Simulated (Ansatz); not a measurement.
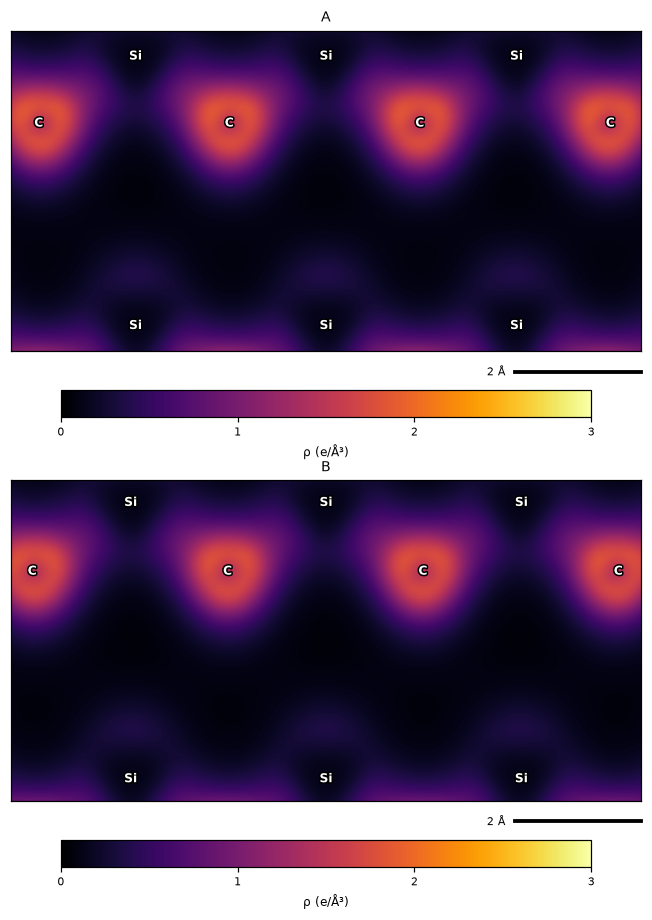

SiC. The valence electron density of two cells that differ in size, on the (011̄) plane of each (indices in the axes of the calculation cell), at one length scale and on one colour scale: B has 10.6 Å³ an atom and A 9.8.

These are results of DFT PBEsol, scalar-relativistic, plane waves, PAW in Ansatz, not measurements.

What changes from the larger cell to the smaller?

Answer. From the larger cell to the smaller, Si–C goes from 1.89 to 1.84 Å, and the density at its midpoint from 0.87 to 0.95 e/Å³; the pressure goes from −5 to 13 GPa; the Kohn–Sham gap goes from 1.2 eV to 1.0 eV.

PAW datasets: the set soft_1.
